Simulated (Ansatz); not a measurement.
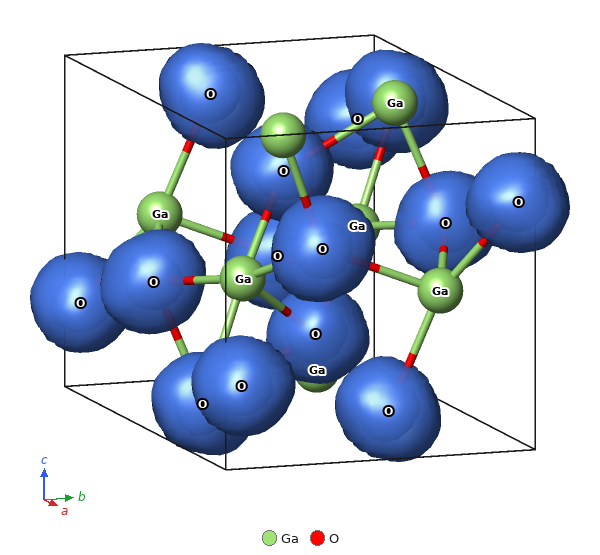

The picture shows: Ga$_{2}$O$_{3}$. Isosurface of the electron localisation function at 0.75 (blue), seen slightly off an axis. Core shells and regions of very low density are left out. Sticks mark near contacts.

Space group Pbcn; computed pressure about 56 GPa in this cell.

Computed with DFT, PBE, plane-wave PAW, default files, scalar-relativistic (Ansatz).

Core electrons are frozen (PAW), and the valence fields are smoothed inside the atomic spheres.

> Identify the bonds, lone pairs and shells in this picture.

The surface consists of twelve regions wrapped around O (the valence shell of each), counted in one cell of 20 atoms. Regions shared between cells count once. Along the contacts the grid gives the following. Ga–O (1.86 Å): the ELF peaks at about 0.85 in the valence shell of O, 0.6 Å from its nucleus, and is about 0.35 at the midpoint. Ga–O (1.92 Å): the ELF peaks at about 0.85 in the valence shell of O, 0.6 Å from its nucleus, and is about 0.35 at the midpoint.
